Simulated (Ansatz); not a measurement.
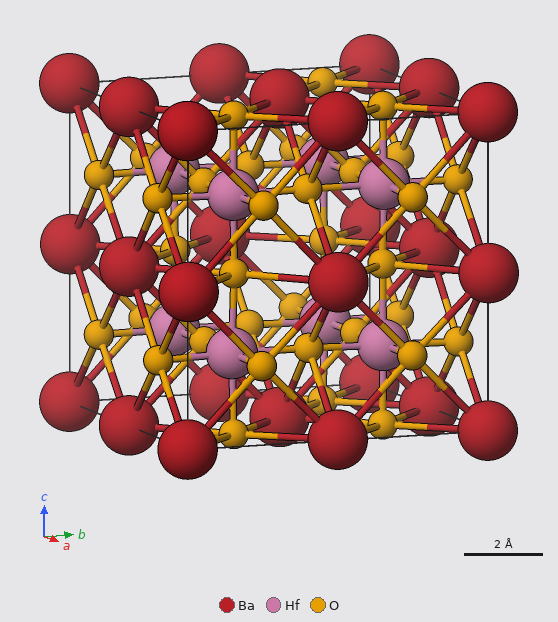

*The structure as given in the input (ball-and-stick view of the cell of the calculation, seen slightly off an axis).*

**Run report: Ba7Hf8O23, geometry relaxation (part 1 of 2)**

- system: Ba7Hf8O23 (defect cell, 38 atoms in the cell)
- method: DFT, PBEsol, PAW, plane waves (Ansatz 0.2.0)

**Output**
```
Pseudopotentials: kind: paw
Functional definition: PBEsol
  exchange = pbesol_x
  correlation = pbesol_c
Crystal: 38 atoms, lattice volume = 574.931 Å³
Basis set: ecut = 420 eV, 11123 PW (Γ), exchange–correlation on 120×120×120 points (8 copies of the dense FFT grid, shifted against one another)
Bands: 250, of which v1, the nominal top of the filled ones, is band 208 counted from 1 (207 counted from 0)
Symmetry: 1 space group operations
k-points: 1
Non-local potential: Ba, projectors of the file, l = 0: 3, l = 1: 2, l = 2: 2, l = 3: 2
Non-local potential: Hf, projectors of the file, l = 0: 3, l = 1: 2, l = 2: 2, l = 3: 3
Non-local potential: O, projectors of the file, l = 0: 2, l = 1: 2, l = 2: 1
PAW form: soft (Blöchl's): semilocal exchange-correlation on the pseudo side does not see the compensation charge
PAW frozen core: Ba, regenerated for the run's functional, and the local potential with it (the file was generated under x = pbe(κ = 0.804, μ = 0.2195149727645171), c = pbe(β = 0.06672455060314922))
PAW frozen core: Hf, regenerated for the run's functional, and the local potential with it (the file was generated under x = pbe(κ = 0.804, μ = 0.2195149727645171), c = pbe(β = 0.06672455060314922))
PAW frozen core: O, regenerated for the run's functional, and the local potential with it (the file was generated under x = pbe(κ = 0.804, μ = 0.2195149727645171), c = pbe(β = 0.06672455060314922))
PAW one-centre angular grid: Ba, 194 points (default); XC on 64 Gauss nodes
PAW one-centre angular grid: Hf, 590 points (default); XC on 64 Gauss nodes
PAW one-centre angular grid: O, 110 points (default); XC on 64 Gauss nodes
Initial density: superposition of atomic densities (neutral atoms: chi_scale 0, normalization atom), corrected by the library's trained network
Initial wavefunctions: pseudopotential atomic-orbital guess
Functional: x = pbesol(κ = 0.804, μ = 0.12345679012345678), c = pbesol(β = 0.046)
SCF iter   1: F=—  HF=-178787.470571 eV  |F-HF|=—  |Δ(HF+E_count)|=         —  Δρ=1.72e-2  dr2=3.31e0  ethr=1.77e-3  ⟨swp⟩=6.0  Hψ=928  notcnv=0  defer=13
preconditioner: auto → Resta (q_TF=auto, 2.585 Å⁻¹)  ε∞=4.5  [insulator: Δε(μ)=1.343 eV  Ē_g=16.593 eV  σ=0.010 eV  W_gap=1.00  n_scr=170 (ndim 8)  ℏωp=31.0 eV  f_vac=0.046  D(μ)=0.00/eV (n_scr^D=0)  ε∞_Penn≈4.5]
SCF iter   2: F=—  HF=-178786.730615 eV  |F-HF|=—  |Δ(HF+E_count)|=   7.40e-1  Δρ=7.00e-3  dr2=9.79e-1  ethr=7.96e-4  ⟨swp⟩=3.0  Hψ=372  notcnv=0  defer=33
SCF iter   3: F=—  HF=-178786.527706 eV  |F-HF|=—  |Δ(HF+E_count)|=   2.03e-1  Δρ=5.80e-3  dr2=2.45e-1  ethr=2.35e-4  ⟨swp⟩=4.0  Hψ=436  notcnv=0  defer=33
SCF iter   4: F=—  HF=-178786.465038 eV  |F-HF|=—  |Δ(HF+E_count)|=   6.27e-2  Δρ=1.64e-3  dr2=1.89e-2  ethr=5.89e-5  ⟨swp⟩=6.0  Hψ=446  notcnv=0  defer=33
SCF iter   5: F=—  HF=-178786.462645 eV  |F-HF|=—  |Δ(HF+E_count)|=   2.39e-3  Δρ=9.27e-4  dr2=5.32e-3  ethr=4.55e-6  ⟨swp⟩=5.0  Hψ=509  notcnv=0  defer=32
SCF iter   6: F=—  HF=-178786.461537 eV  |F-HF|=—  |Δ(HF+E_count)|=   1.11e-3  Δρ=2.84e-4  dr2=4.63e-4  ethr=1.28e-6  ⟨swp⟩=2.0  Hψ=468  notcnv=0  defer=32
SCF iter   7: F=—  HF=-178786.461660 eV  |F-HF|=—  |Δ(HF+E_count)|=   1.23e-4  Δρ=1.72e-4  dr2=1.69e-4  ethr=1.11e-7  ⟨swp⟩=2.0  Hψ=428  notcnv=0  defer=32
SCF iter   8: F=-178786.461612 eV  HF=-178786.461617 eV  |F-HF|=5.20e-6  |Δ(HF+E_count)|=   4.30e-5  Δρ=4.71e-5  dr2=1.59e-5  ethr=5.41e-9  ⟨swp⟩=15.0  Hψ=1768  notcnv=0
SCF 1 converged in 8 iterations: F = -178786.461612 eV  dr2 = 1.59e-5
  greatest PAW one-centre occupation: 0.999 electrons in one spin orbital (limit 2), on the Hf atom at site 8 (counted from 0), in its partial waves of l = 3
relax step   1: F+E_penalty+E_count = -178786.46161204 eV  Δ(F+E_penalty+E_count) = +0.000e0 eV  max|allowed force component| = 5.588e0 eV/Å  Δτ_max = 0.0000 Å  (8 SCF iters, dr2 threshold 2.25e-5 eV, accepted)
Initial density: handed on by an earlier stage of this run
Initial wavefunctions: those handed on with the density
iter 1 solved again at ethr=8.13e-4 eV; its pass at ethr=3.10e-3 eV (dr2=3.38e0 eV) is discarded
SCF iter   1: F=—  HF=-178791.093269 eV  |F-HF|=—  |Δ(HF+E_count)|=         —  Δρ=2.22e-2  dr2=3.43e0  ethr=8.13e-4  ⟨swp⟩=1.0  Hψ=1053  notcnv=0  defer=13
preconditioner: auto → Resta (q_TF=auto, 2.585 Å⁻¹)  ε∞=4.4  [insulator: Δε(μ)=3.153 eV  Ē_g=16.800 eV  σ=0.010 eV  W_gap=1.00  n_scr=170 (ndim 8)  ℏωp=31.0 eV  f_vac=0.058  D(μ)=0.00/eV (n_scr^D=0)  ε∞_Penn≈4.4]
SCF iter   2: F=—  HF=-178790.296212 eV  |F-HF|=—  |Δ(HF+E_count)|=   7.97e-1  Δρ=9.44e-3  dr2=5.28e-1  ethr=8.13e-4  ⟨swp⟩=3.0  Hψ=429  notcnv=0  defer=13
SCF iter   3: F=—  HF=-178790.158325 eV  |F-HF|=—  |Δ(HF+E_count)|=   1.38e-1  Δρ=4.26e-3  dr2=1.10e-1  ethr=1.27e-4  ⟨swp⟩=3.0  Hψ=502  notcnv=0  defer=35
SCF iter   4: F=—  HF=-178790.134654 eV  |F-HF|=—  |Δ(HF+E_count)|=   2.37e-2  Δρ=1.23e-3  dr2=1.11e-2  ethr=2.65e-5  ⟨swp⟩=3.0  Hψ=437  notcnv=0  defer=35
SCF iter   5: F=—  HF=-178790.133233 eV  |F-HF|=—  |Δ(HF+E_count)|=   1.42e-3  Δρ=6.83e-4  dr2=2.77e-3  ethr=2.68e-6  ⟨swp⟩=2.0  Hψ=430  notcnv=0  defer=35
SCF iter   6: F=—  HF=-178790.132806 eV  |F-HF|=—  |Δ(HF+E_count)|=   4.27e-4  Δρ=2.41e-4  dr2=3.91e-4  ethr=6.65e-7  ⟨swp⟩=2.0  Hψ=420  notcnv=0  defer=35
SCF iter   7: F=-178790.132868 eV  HF=-178790.132871 eV  |F-HF|=2.43e-6  |Δ(HF+E_count)|=   6.44e-5  Δρ=9.09e-5  dr2=5.59e-5  ethr=2.40e-8  ⟨swp⟩=11.0  Hψ=1615  notcnv=0
SCF 2 converged in 7 iterations: F = -178790.132868 eV  dr2 = 5.59e-5
  greatest PAW one-centre occupation: 0.999 electrons in one spin orbital (limit 2), on the Hf atom at site 12 (counted from 0), in its partial waves of l = 3
relax step   2: F+E_penalty+E_count = -178790.13286843 eV  Δ(F+E_penalty+E_count) = -3.671e0 eV  max|allowed force component| = 8.790e-1 eV/Å  Δτ_max = 0.1951 Å  (7 SCF iters, dr2 threshold 1.00e-4 eV, accepted)
preconditioner: auto → Resta (q_TF=auto, 2.585 Å⁻¹)  ε∞=4.4  [insulator: Δε(μ)=2.931 eV  Ē_g=16.721 eV  σ=0.010 eV  W_gap=1.00  n_scr=170 (ndim 8)  ℏωp=31.0 eV  f_vac=0.059  D(μ)=0.00/eV (n_scr^D=0)  ε∞_Penn≈4.4]
relax step   3: F+E_penalty+E_count = -178790.47805866 eV  Δ(F+E_penalty+E_count) = -3.452e-1 eV  max|allowed force component| = 7.140e-1 eV/Å  Δτ_max = 0.2000 Å  (6 SCF iters, dr2 threshold 4.83e-5 eV, accepted)
preconditioner: auto → Resta (q_TF=auto, 2.585 Å⁻¹)  ε∞=4.4  [insulator: Δε(μ)=3.006 eV  Ē_g=16.741 eV  σ=0.010 eV  W_gap=1.00  n_scr=170 (ndim 8)  ℏωp=31.0 eV  f_vac=0.059  D(μ)=0.00/eV (n_scr^D=0)  ε∞_Penn≈4.4]
relax step   4: F+E_penalty+E_count = -178790.53877429 eV  Δ(F+E_penalty+E_count) = -6.072e-2 eV  max|allowed force component| = 2.873e-1 eV/Å  Δτ_max = 0.0438 Å  (6 SCF iters, dr2 threshold 3.19e-5 eV, accepted)
preconditioner: auto → Resta (q_TF=auto, 2.585 Å⁻¹)  ε∞=4.4  [insulator: Δε(μ)=3.071 eV  Ē_g=16.746 eV  σ=0.010 eV  W_gap=1.00  n_scr=170 (ndim 8)  ℏωp=31.0 eV  f_vac=0.060  D(μ)=0.00/eV (n_scr^D=0)  ε∞_Penn≈4.4]
SCF 5 converged in 5 iterations: F = -178790.546198 eV  dr2 = 3.70e-6
relax step   5: F+E_penalty+E_count = -178790.54619839 eV  Δ(F+E_penalty+E_count) = -7.424e-3 eV  max|allowed force component| = 4.019e-2 eV/Å  Δτ_max = 0.0142 Å  (5 SCF iters, dr2 threshold 1.34e-5 eV, accepted)
SCF iter   1: F=—  HF=-178790.546834 eV  |F-HF|=—  |Δ(HF+E_count)|=         —  Δρ=6.29e-4  dr2=2.66e-3  ethr=7.51e-6  ⟨swp⟩=4.0  Hψ=480  notcnv=0  defer=35
preconditioner: auto → Resta (q_TF=auto, 2.585 Å⁻¹)  ε∞=4.4  [insulator: Δε(μ)=3.046 eV  Ē_g=16.743 eV  σ=0.010 eV  W_gap=1.00  n_scr=170 (ndim 8)  ℏωp=31.0 eV  f_vac=0.059  D(μ)=0.00/eV (n_scr^D=0)  ε∞_Penn≈4.4]
SCF iter   2: F=—  HF=-178790.546271 eV  |F-HF|=—  |Δ(HF+E_count)|=   5.63e-4  Δρ=3.36e-4  dr2=8.01e-4  ethr=6.38e-7  ⟨swp⟩=1.0  Hψ=288  notcnv=0  defer=35
SCF iter   3: F=—  HF=-178790.546110 eV  |F-HF|=—  |Δ(HF+E_count)|=   1.61e-4  Δρ=2.22e-4  dr2=2.83e-4  ethr=1.93e-7  ⟨swp⟩=2.0  Hψ=384  notcnv=0  defer=35
SCF iter   4: F=—  HF=-178790.546077 eV  |F-HF|=—  |Δ(HF+E_count)|=   3.34e-5  Δρ=4.12e-5  dr2=8.50e-6  ethr=6.81e-8  ⟨swp⟩=2.0  Hψ=384  notcnv=0  defer=35
SCF iter   5: F=—  HF=-178790.545697 eV  |F-HF|=—  |Δ(HF+E_count)|=   3.80e-4  Δρ=1.44e-5  dr2=9.79e-7  ethr=2.04e-9  ⟨swp⟩=2.0  Hψ=423  notcnv=0  defer=35
SCF iter   6: F=—  HF=-178790.545697 eV  |F-HF|=—  |Δ(HF+E_count)|=   2.85e-7  Δρ=8.41e-6  dr2=3.31e-7  ethr=2.35e-10  ⟨swp⟩=2.0  Hψ=422  notcnv=0  defer=35
SCF iter   7: F=-178790.545697 eV  HF=-178790.545697 eV  |F-HF|=2.77e-8  |Δ(HF+E_count)|=   5.56e-9  Δρ=1.88e-6  dr2=1.98e-8  ethr=2.40e-11  ⟨swp⟩=11.0  Hψ=1322  notcnv=0
SCF 6 converged in 7 iterations: F = -178790.545697 eV  dr2 = 1.98e-8
  greatest PAW one-centre occupation: 0.999 electrons in one spin orbital (limit 2), on the Hf atom at site 9 (counted from 0), in its partial waves of l = 3
relax step   6: F+E_penalty+E_count = -178790.54569695 eV  Δ(F+E_penalty+E_count) = +5.014e-4 eV  max|allowed force component| = 7.049e-2 eV/Å  Δτ_max = 0.0217 Å  (7 SCF iters, rejected (line search))
SCF iter   1: F=—  HF=-178790.547324 eV  |F-HF|=—  |Δ(HF+E_count)|=         —  Δρ=4.27e-4  dr2=1.57e-3  ethr=3.03e-6  ⟨swp⟩=4.0  Hψ=653  notcnv=0  defer=35
preconditioner: auto → Resta (q_TF=auto, 2.585 Å⁻¹)  ε∞=4.4  [insulator: Δε(μ)=3.044 eV  Ē_g=16.743 eV  σ=0.010 eV  W_gap=1.00  n_scr=170 (ndim 8)  ℏωp=31.0 eV  f_vac=0.060  D(μ)=0.00/eV (n_scr^D=0)  ε∞_Penn≈4.4]
SCF iter   2: F=—  HF=-178790.547014 eV  |F-HF|=—  |Δ(HF+E_count)|=   3.10e-4  Δρ=2.35e-4  dr2=4.60e-4  ethr=3.77e-7  ⟨swp⟩=1.0  Hψ=288  notcnv=0  defer=35
SCF iter   3: F=—  HF=-178790.546917 eV  |F-HF|=—  |Δ(HF+E_count)|=   9.70e-5  Δρ=1.73e-4  dr2=1.78e-4  ethr=1.10e-7  ⟨swp⟩=2.0  Hψ=382  notcnv=0  defer=35
SCF iter   4: F=—  HF=-178790.546820 eV  |F-HF|=—  |Δ(HF+E_count)|=   9.70e-5  Δρ=3.11e-5  dr2=4.47e-6  ethr=4.29e-8  ⟨swp⟩=2.0  Hψ=382  notcnv=0  defer=35
SCF iter   5: F=—  HF=-178790.546496 eV  |F-HF|=—  |Δ(HF+E_count)|=   3.24e-4  Δρ=1.13e-5  dr2=5.30e-7  ethr=1.07e-9  ⟨swp⟩=2.0  Hψ=423  notcnv=0  defer=35
SCF iter   6: F=—  HF=-178790.546496 eV  |F-HF|=—  |Δ(HF+E_count)|=   1.04e-7  Δρ=5.91e-6  dr2=1.57e-7  ethr=2.40e-11  ⟨swp⟩=12.0  Hψ=1359  notcnv=0
SCF iter   7: F=-178790.546496 eV  HF=-178790.546496 eV  |F-HF|=1.48e-8  |Δ(HF+E_count)|=   1.07e-8  Δρ=1.34e-6  dr2=9.80e-9  ethr=2.40e-11  ⟨swp⟩=4.0  Hψ=873  notcnv=0
SCF 7 converged in 7 iterations: F = -178790.546496 eV  dr2 = 9.80e-9
relax step   7: F+E_penalty+E_count = -178790.54649623 eV  Δ(F+E_penalty+E_count) = -2.978e-4 eV  max|allowed force component| = 1.817e-2 eV/Å  Δτ_max = 0.0108 Å  (7 SCF iters, accepted)
```

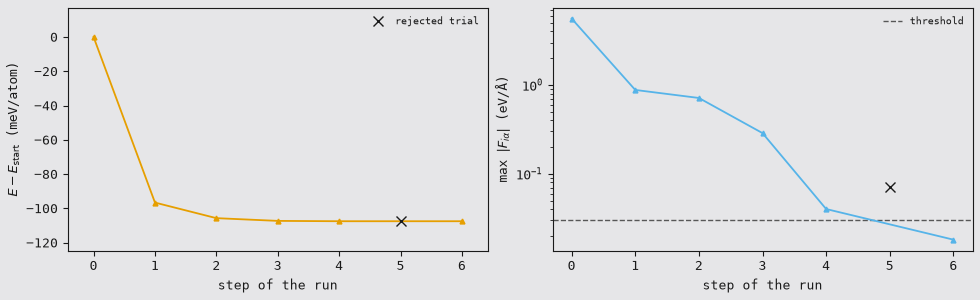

*Progress of the relaxation, step by step (the first geometry is step 0 here and step 1 in the log).*

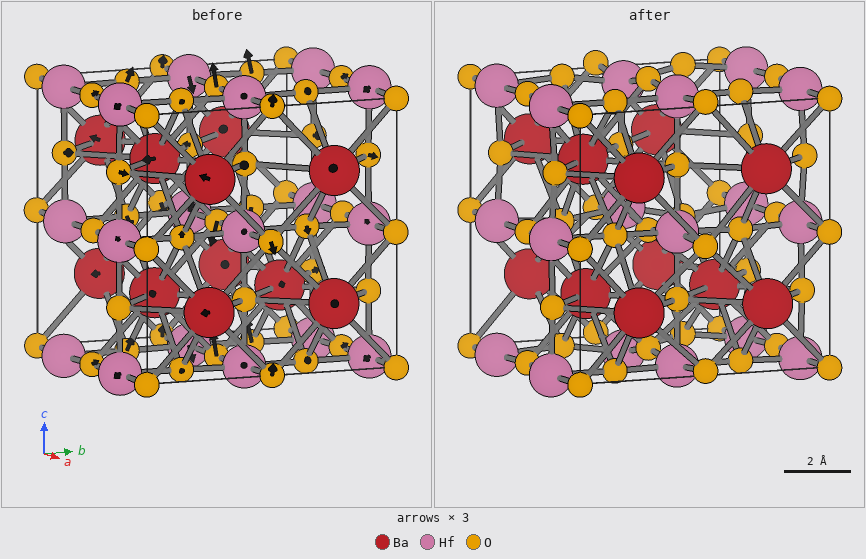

*Before (left) and after (right) the relaxation, at one scale (ball-and-stick view of the cell of the calculation (origin shifted), seen slightly off an axis). The black arrows give the displacements, magnified 3 times.*

The largest moves, 0.28 Å, are those of O27 and O34. Largest moves by element: O 0.28 Å, Hf 0.19 Å, Ba 0.17 Å. The lattice vectors keep their values. Distances before and after: Ba4–O34 2.916 → 3.209 Å, Ba4–O33 2.929 → 3.216 Å, Ba6–O27 2.940 → 3.214 Å, Ba2–O23 2.877 → 3.097 Å. Among the angles that change: O24–Hf9–O28 179.0° → 159.9°, Hf8–O33–Hf10 179.6° → 161.2°, O32–Hf9–O34 178.2° → 160.0°. After 6 geometry steps the energy has fallen by 107 meV per atom. Largest force component: 5.6 eV/Å at the start, 0.018 eV/Å at the end. The line search rejected the trial step at point 5 (counted from 0) and went back. (Atoms are counted from 1 in the order of the input.)

```
SCF converged after 7 iterations
Free energy (F): -178790.546496 eV
Harris-Foulkes:  -178790.546496 eV  (|F-HF|=1.48e-8)
Internal energy: -178790.546496 eV  (E = F + TS)
E sigma→0 (E₀):  -178790.546496 eV
Fermi energy:    12.032901 eV
--- Per-component energies (eV) ---
  E_band       = -787.444141
  E_kinetic    = 8581.198586
  E_local      = -65687.163451  (includes V_loc(G=0)·N_el)
  E_nonlocal   = -8377.011590
  E_hartree    = 29828.790983
  E_xc         = -5238.156836
  E_vxc        = -5244.295377  (∫ρ·V_xc dr)
  E_paw        = -93945.098606  (= ΣΔE_a)
  E_vpaw       = 10282.186911  (= ΣTr[D̂ρ^β])
  E_aug_tail   = 0.056410  (compensation charges beyond the density's cutoff)
  E_ewald      = -43965.042379
  E_core_change = 11.880386  (= ΣΔE_core)
  E_smearing   = -0.000000  (= −TS)
  E_closure    = -0.000000  (closes the sum)
  Σ components = -178790.546496   (vs F -178790.546496, Δ=0.00e0)
```
